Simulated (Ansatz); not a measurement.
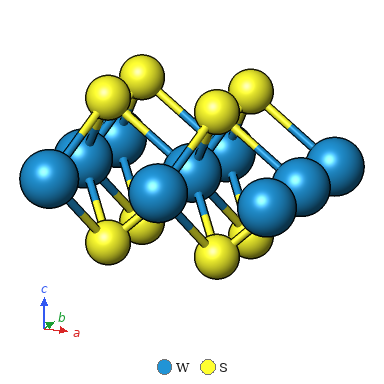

System: WS₂, space group P-6m2 (No. 187). The picture shows the slab (repeated in the plane, vacuum cut away).

The given structure:
```yaml
crystal:
  lattice:
    - [3.18352, 0.00000, 0.00000]
    - [-1.59176, 2.75701, 0.00000]
    - [0.00000, 0.00000, 16.95058]
  atoms:
    - { symbol: W, position: [0.00000, 0.00000, 0.00000] }
    - { symbol: S, position: [0.33333, 0.66667, 0.09200] }
    - { symbol: S, position: [0.33333, 0.66667, 0.90800] }
```

Method: Born effective charges by linear response at the zone centre, in units of the proton charge, Cartesian axes of the given cell; plane-wave DFT, no spin polarisation (Ansatz 0.2.0). Level: PBEsol.

k mesh 8×8×2; occupations fixed; potentials Ansatz PAW; wave cutoff 420 eV; density cutoff 1680 eV; program settings xc grid level 2, xc grid task field_response.

Describe the result: the mean Born effective charge of each atom. The cases: W; S 1; S 2.

The largest in size is that of W, −0.42 e, and the charges add up to 0.00 e. W is the most anisotropic: its diagonal components run from −0.59 to −0.09 e.

```
atom  mean Born effective charge (e)  Born charge xx (e)  Born charge zz (e)
   W                          -0.425              -0.595              -0.085
 S 1                           0.213               0.298               0.043
 S 2                           0.213               0.298               0.043
```

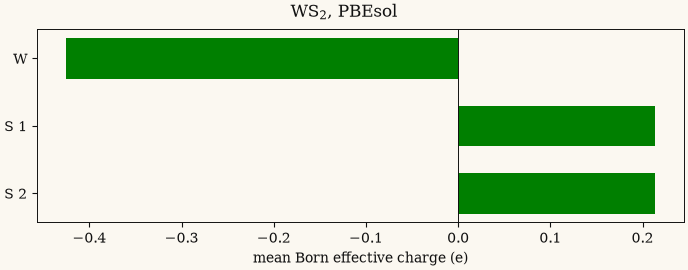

Limits of the calculation: spin-orbit coupling left out, heavy elements.
